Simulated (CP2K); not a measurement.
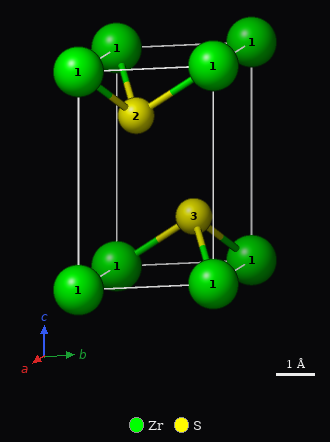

Figure 1. The input geometry (ball-and-stick view of the cell of the calculation, seen slightly off an axis; atoms are numbered from 1 in the order of the input). Near neighbours in the crystal (not all of them lie inside the picture): Zr has 6 S at 2.57 Å; S has 3 Zr at 2.57 Å.

Run report: ZrS2, single-point calculation

- system: ZrS2 (P-3m1, 3 atoms in the cell)
- method: DFT, PBE, Gaussian and plane waves, basis SZV-MOLOPT-SR-GTH, GTH potentials (CP2K 2026.2)

The structure derives from a Materials Project entry. The geometry comes from this level: r2scan-rvv10.

**Input file**
```
&GLOBAL
 PROJECT run
 RUN_TYPE ENERGY_FORCE
 PRINT_LEVEL LOW
&END GLOBAL
&FORCE_EVAL
 METHOD QS
 STRESS_TENSOR ANALYTICAL
 &DFT
  BASIS_SET_FILE_NAME BASIS_MOLOPT
  POTENTIAL_FILE_NAME GTH_POTENTIALS
  &QS
   EXTRAPOLATION USE_GUESS
  &END QS
  &MGRID
   CUTOFF 350
   REL_CUTOFF 50
  &END MGRID
  &XC
   &XC_FUNCTIONAL PBE
   &END XC_FUNCTIONAL
  &END XC
  &KPOINTS
   SCHEME MONKHORST-PACK 5 5 5
   SYMMETRY F
   FULL_GRID F
  &END KPOINTS
  &SCF
   ADDED_MOS 9
   EPS_SCF 1e-6
   MAX_SCF 80
   &DIAGONALIZATION
   &END DIAGONALIZATION
   &MIXING
    METHOD BROYDEN_MIXING
    ALPHA 0.3
   &END MIXING
   &SMEAR
    METHOD FERMI_DIRAC
    ELECTRONIC_TEMPERATURE [K] 232
   &END SMEAR
   &PRINT
    &ITERATION_INFO
    &END ITERATION_INFO
   &END PRINT
  &END SCF
  &PRINT
   &BAND_STRUCTURE
    FILE_NAME bands.bs
    ADDED_MOS 6
    &KPOINT_SET
     UNITS B_VECTOR
     SPECIAL_POINT 0.00000000 0.00000000 0.00000000
     NPOINTS 0
    &END KPOINT_SET
    &KPOINT_SET
     UNITS B_VECTOR
     SPECIAL_POINT 0.50000000 0.00000000 0.00000000
     NPOINTS 0
    &END KPOINT_SET
    &KPOINT_SET
     UNITS B_VECTOR
     SPECIAL_POINT 0.33333333 0.33333333 0.00000000
     NPOINTS 0
    &END KPOINT_SET
    &KPOINT_SET
     UNITS B_VECTOR
     SPECIAL_POINT 0.00000000 0.00000000 0.50000000
     NPOINTS 0
    &END KPOINT_SET
    &KPOINT_SET
     UNITS B_VECTOR
     SPECIAL_POINT 0.50000000 0.00000000 0.50000000
     NPOINTS 0
    &END KPOINT_SET
    &KPOINT_SET
     UNITS B_VECTOR
     SPECIAL_POINT 0.33333333 0.33333333 0.50000000
     NPOINTS 0
    &END KPOINT_SET
    &KPOINT_SET
     UNITS B_VECTOR
     SPECIAL_POINT -0.08854200 0.04166700 0.00000000
     NPOINTS 0
    &END KPOINT_SET
    &KPOINT_SET
     UNITS B_VECTOR
     SPECIAL_POINT 0.00000000 0.50000000 0.50000000
     NPOINTS 0
    &END KPOINT_SET
    &KPOINT_SET
     UNITS B_VECTOR
     SPECIAL_POINT 0.25000000 0.00000000 0.00000000
     NPOINTS 0
    &END KPOINT_SET
    &KPOINT_SET
     UNITS B_VECTOR
     SPECIAL_POINT 0.00000000 0.25000000 0.00000000
     NPOINTS 0
    &END KPOINT_SET
    &KPOINT_SET
     UNITS B_VECTOR
     SPECIAL_POINT 0.00000000 0.00000000 0.25000000
     NPOINTS 0
    &END KPOINT_SET
    &KPOINT_SET
     UNITS B_VECTOR
     SPECIAL_POINT 0.25000000 0.25000000 0.00000000
     NPOINTS 0
    &END KPOINT_SET
    &KPOINT_SET
     UNITS B_VECTOR
     SPECIAL_POINT 0.25000000 0.00000000 0.25000000
     NPOINTS 0
    &END KPOINT_SET
    &KPOINT_SET
     UNITS B_VECTOR
     SPECIAL_POINT 0.00000000 0.25000000 0.25000000
     NPOINTS 0
    &END KPOINT_SET
    &KPOINT_SET
     UNITS B_VECTOR
     SPECIAL_POINT 0.25000000 0.25000000 0.25000000
     NPOINTS 0
    &END KPOINT_SET
   &END BAND_STRUCTURE
  &END PRINT
 &END DFT
 &SUBSYS
  &CELL
   A 3.67436193 0.00000000 0.00000000
   B -1.83718096 3.18209077 0.00000000
   C 0.00000000 0.00000000 5.85713580
  &END CELL
  &COORD
   SCALED
   Zr -0.00000000 0.00000000 0.00000000
   S 0.66666667 0.33333333 0.75376482
   S 0.33333333 0.66666667 0.24623518
  &END COORD
  &KIND Zr
   BASIS_SET SZV-MOLOPT-SR-GTH
   POTENTIAL GTH-PBE
  &END KIND
  &KIND S
   BASIS_SET SZV-MOLOPT-SR-GTH
   POTENTIAL GTH-PBE
  &END KIND
 &END SUBSYS
 &PRINT
  &STRESS_TENSOR
  &END STRESS_TENSOR
  &FORCES
  &END FORCES
 &END PRINT
&END FORCE_EVAL
```

Machine: 2 threads of Arm Neoverse V1, 24 GiB of memory available, shared host.

Launched with:
```bash
cp2k.psmp -i run.inp
```

**Log**
```
9lb6m4

 CP2K| version string:                                       CP2K version 2026.2
 CP2K|            -lib tblite libvori libbqb
 CP2K| Input file name                                                   run.inp

 GLOBAL| Force Environment number                                              1
 GLOBAL| Cholesky decomposition library                                ScaLAPACK
 GLOBAL| Direct generalized diagonalization requested                          F
 GLOBAL| Matrix multiplication library                                 ScaLAPACK

 GENERATE|  Preliminary Number of Bonds generated:                             0
 GENERATE|  Achieved consistency in connectivity generation.

 *******************************************************************************
 *******************************************************************************
 **                                                                           **
 **     #####                         ##              ##                      **
 **    ##   ##            ##          ##              ##                      **
 **   ##     ##                       ##            ######                    **
 **   ##     ##  ##   ##  ##   #####  ##  ##   ####   ##    #####    #####    **
 **   ##     ##  ##   ##  ##  ##      ## ##   ##      ##   ##   ##  ##   ##   **
 **   ##  ## ##  ##   ##  ##  ##      ####     ###    ##   ######   ######    **
 **    ##  ###   ##   ##  ##  ##      ## ##      ##   ##   ##       ##        **
 **     #######   #####   ##   #####  ##  ##  ####    ##    #####   ##        **
 **           ##                                                    ##        **
 **                                                                           **
 **                                                ... make the atoms dance   **
 **                                                                           **
 **                      J. Chem. Phys. 152, 194103 (2020)                    **
 **                                                                           **
 *******************************************************************************

 *** available. The full set of unoccupied MOs will be used. Use           ***
 *** 'ADDED_MOS -1' to always use all available MOs and to get rid of this ***
 *** warning.                                                              ***

 TOTAL NUMBERS AND MAXIMUM NUMBERS

  Total number of            - Atomic kinds:                                   2
                             - Atoms:                                          3
                             - Shell sets:                                     3
                             - Shells:                                         8
                             - Primitive Cartesian functions:                 15
                             - Cartesian basis functions:                     19
                             - Spherical basis functions:                     18

  Maximum angular momentum of- Orbital basis functions:                        2
                             - Local part of the GTH pseudopotential:          2
                             - Non-local part of the GTH pseudopotential:      4

 SCF PARAMETERS         Density guess:                                    ATOMIC
                        --------------------------------------------------------
                        max_scf:                                              80
                        max_scf_history:                                       0
                        max_diis:                                              4
                        --------------------------------------------------------
                        eps_scf:                                        1.00E-06
                        eps_scf_history:                                0.00E+00
                        eps_diis:                                       1.00E-01
                        eps_eigval:                                     1.00E-05
                        --------------------------------------------------------
                        level_shift [a.u.]:                             0.000000
                        added MOs                                         6    0
                        --------------------------------------------------------
                        Mixing method:                            BROYDEN_MIXING
                                                charge density mixing in g-space
                        --------------------------------------------------------
                        Smear method:                                FERMI_DIRAC
                        Electronic temperature [K]:                        232.0
                        Electronic temperature [a.u.]:                  7.35E-04
                        Accuracy threshold:                             1.00E-10
                        --------------------------------------------------------
                        No outer SCF

 Extrapolation method: initial_guess

 Number of electrons:                                                         24
 Number of occupied orbitals:                                                 12
 Number of molecular orbitals:                                                18

 Number of orbital functions:                                                 18
 Number of independent orbital functions:                                     18

 SCF WAVEFUNCTION OPTIMIZATION

  ------------------------------------------------------------------------------
     1 NoMix/Diag. 0.30E+00    0.3     1.27340686       -67.2558043507 -6.73E+01
     2 Broy./Diag. 0.30E+00    0.4     0.31040493       -67.0030698183  2.53E-01
     3 Broy./Diag. 0.30E+00    0.4     0.05621556       -67.4450404167 -4.42E-01
     4 Broy./Diag. 0.30E+00    0.4     0.05031808       -67.3464235939  9.86E-02
     5 Broy./Diag. 0.30E+00    0.4     0.02995343       -67.2895376698  5.69E-02
     6 Broy./Diag. 0.30E+00    0.4     0.00063874       -67.3291277920 -3.96E-02
     7 Broy./Diag. 0.30E+00    0.4     0.00030709       -67.3334810076 -4.35E-03
     8 Broy./Diag. 0.30E+00    0.4     0.00000951       -67.3337867586 -3.06E-04
     9 Broy./Diag. 0.30E+00    0.4     0.00003077       -67.3343231714 -5.36E-04
    10 Broy./Diag. 0.30E+00    0.4     0.00000202       -67.3343009913  2.22E-05
    11 Broy./Diag. 0.30E+00    0.4     0.00000305       -67.3342373161  6.37E-05
    12 Broy./Diag. 0.30E+00    0.4     0.00000013       -67.3342297631  7.55E-06

  *** SCF run converged in    12 steps ***

  Electronic density on regular grids:        -23.9999999978        0.0000000022
  Core density on regular grids:               23.9999999978       -0.0000000022
  Total charge density on r-space grids:       -0.0000000001
  Total charge density g-space grids:          -0.0000000001

  Overlap energy of the core charge distribution:               0.00000000000130
  Self energy of the core charge distribution:               -134.78814974727553
  Core Hamiltonian energy:                                     32.62518016544059
  Hartree energy:                                              45.74916231858202
  Exchange-correlation energy:                                -10.92042249967417
  Electronic entropic energy:                                  -0.00000000012718
  Fermi energy:                                                 0.30200383470135

  Total energy:                                               -67.33422976305297
  Total energy (extrapolated to T->0):                        -67.33422976298938

 KPOINTS| Band Structure Calculation
 KPOINTS| Number of k-point sets                                              15
 KPOINTS| Number of added MOs/bands                                            6
 KPOINTS| Number of k-points in set    1                                       1
 KPOINTS| In units of b-vector [2pi/Bohr]
 KPOINTS| Special point     1 not specifi     0.000000     0.000000     0.000000
 KPOINTS| Time for k-point line                                            0.002
 KPOINTS| Number of k-points in set    2                                       1
 KPOINTS| In units of b-vector [2pi/Bohr]
 KPOINTS| Special point     1 not specifi     0.500000     0.000000     0.000000
 KPOINTS| Time for k-point line                                            0.001
 KPOINTS| Number of k-points in set    3                                       1
 KPOINTS| In units of b-vector [2pi/Bohr]
 KPOINTS| Special point     1 not specifi     0.333333     0.333333     0.000000
 KPOINTS| Time for k-point line                                            0.001
 KPOINTS| Number of k-points in set    4                                       1
 KPOINTS| In units of b-vector [2pi/Bohr]
 KPOINTS| Special point     1 not specifi     0.000000     0.000000     0.500000
 KPOINTS| Time for k-point line                                            0.001
 KPOINTS| Number of k-points in set    5                                       1
 KPOINTS| In units of b-vector [2pi/Bohr]
 KPOINTS| Special point     1 not specifi     0.500000     0.000000     0.500000
 KPOINTS| Time for k-point line                                            0.001
 KPOINTS| Number of k-points in set    6                                       1
 KPOINTS| In units of b-vector [2pi/Bohr]
 KPOINTS| Special point     1 not specifi     0.333333     0.333333     0.500000
 KPOINTS| Time for k-point line                                            0.001
 KPOINTS| Number of k-points in set    7                                       1
 KPOINTS| In units of b-vector [2pi/Bohr]
 KPOINTS| Special point     1 not specifi    -0.088542     0.041667     0.000000
 KPOINTS| Time for k-point line                                            0.001
 KPOINTS| Number of k-points in set    8                                       1
 KPOINTS| In units of b-vector [2pi/Bohr]
 KPOINTS| Special point     1 not specifi     0.000000     0.500000     0.500000
 KPOINTS| Time for k-point line                                            0.001
 KPOINTS| Number of k-points in set    9                                       1
 KPOINTS| In units of b-vector [2pi/Bohr]
 KPOINTS| Special point     1 not specifi     0.250000     0.000000     0.000000
 KPOINTS| Time for k-point line                                            0.001
 KPOINTS| Number of k-points in set   10                                       1
 KPOINTS| In units of b-vector [2pi/Bohr]
 KPOINTS| Special point     1 not specifi     0.000000     0.250000     0.000000
 KPOINTS| Time for k-point line                                            0.001
 KPOINTS| Number of k-points in set   11                                       1
 KPOINTS| In units of b-vector [2pi/Bohr]
 KPOINTS| Special point     1 not specifi     0.000000     0.000000     0.250000
 KPOINTS| Time for k-point line                                            0.001
 KPOINTS| Number of k-points in set   12                                       1
 KPOINTS| In units of b-vector [2pi/Bohr]
 KPOINTS| Special point     1 not specifi     0.250000     0.250000     0.000000
 KPOINTS| Time for k-point line                                            0.001
 KPOINTS| Number of k-points in set   13                                       1
 KPOINTS| In units of b-vector [2pi/Bohr]
 KPOINTS| Special point     1 not specifi     0.250000     0.000000     0.250000
 KPOINTS| Time for k-point line                                            0.001
 KPOINTS| Number of k-points in set   14                                       1
 KPOINTS| In units of b-vector [2pi/Bohr]
 KPOINTS| Special point     1 not specifi     0.000000     0.250000     0.250000
 KPOINTS| Time for k-point line                                            0.001
 KPOINTS| Number of k-points in set   15                                       1
 KPOINTS| In units of b-vector [2pi/Bohr]
 KPOINTS| Special point     1 not specifi     0.250000     0.250000     0.250000
 KPOINTS| Time for k-point line                                            0.001

 ENERGY| Total FORCE_EVAL ( QS ) energy [hartree]            -67.334226408462968

 FORCES| Atomic forces [hartree/bohr]
 FORCES|   Atom     x               y               z               |f|
 FORCES|      1  4.53236361E-15  4.93803697E-09 -5.11110055E-10   4.96441765E-09
 FORCES|      2 -4.96948586E-09 -1.25824901E-09  3.00816348E-02   3.00816348E-02
 FORCES|      3  4.96948732E-09 -3.67977947E-09 -3.00816343E-02   3.00816343E-02
 FORCES| Sum     5.99426768E-15  8.49510204E-15 -7.73929532E-14
 FORCES| Total atomic force                                       7.80882014E-14

 STRESS| Analytical stress tensor [bar]
 STRESS|                        x                   y                   z
 STRESS|      x       -8.35462161335E+04  -1.77774199139E-01   1.80452988046E-02
 STRESS|      y       -1.77774199139E-01  -8.35464678010E+04  -2.24167521650E-02
 STRESS|      z        1.80452988046E-02  -2.24167521650E-02  -8.48601093281E+04
 STRESS| 1/3 Trace                                            -8.39842644208E+04
 STRESS| Determinant                                          -5.92322821098E+14

 STRESS| Eigenvectors and eigenvalues of the analytical stress tensor [bar]
 STRESS|                        1                   2                   3
 STRESS| Eigenvalues  -8.48601093287E+04  -8.35465597693E+04  -8.35461241645E+04
 STRESS|      x          -0.000013731912      0.459487034167      0.888184477034
 STRESS|      y           0.000017062730      0.888184477096     -0.459487033936
 STRESS|      z           0.999999999760     -0.000008845217      0.000020036574
```

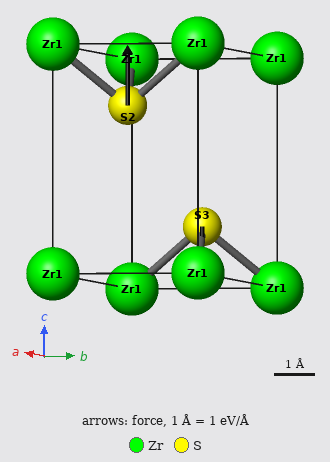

Figure 2. Forces on the atoms as black arrows (ball-and-stick view of the cell of the calculation, seen at an oblique angle; atoms are numbered from 1 in the order of the input). The largest act on S2, S3 (1.55 eV/Å). The geometry is not a stationary point of this energy.

**Key numbers**

```json
{"quantity": "outcome", "value": "converged"}
{"quantity": "space group (tolerance 0.01 Å)", "value": "P-3m1 (164)"}
{"quantity": "electrons treated", "value": "24"}
{"quantity": "free energy", "value": "−1832.2576 eV"}
{"quantity": "band gap", "value": "0.53 eV"}
{"quantity": "pressure", "value": "−8.40 GPa"}
{"quantity": "largest force (length of the vector)", "value": "1.547 eV/Å"}
{"quantity": "wall time", "value": "5.6 s (CPU time 10 s)"}
{"quantity": "peak memory", "value": "0.21 GiB"}
```

**Remarks**

The cell is under a tension of 8.4 GPa at this level, so it is not at its equilibrium volume.
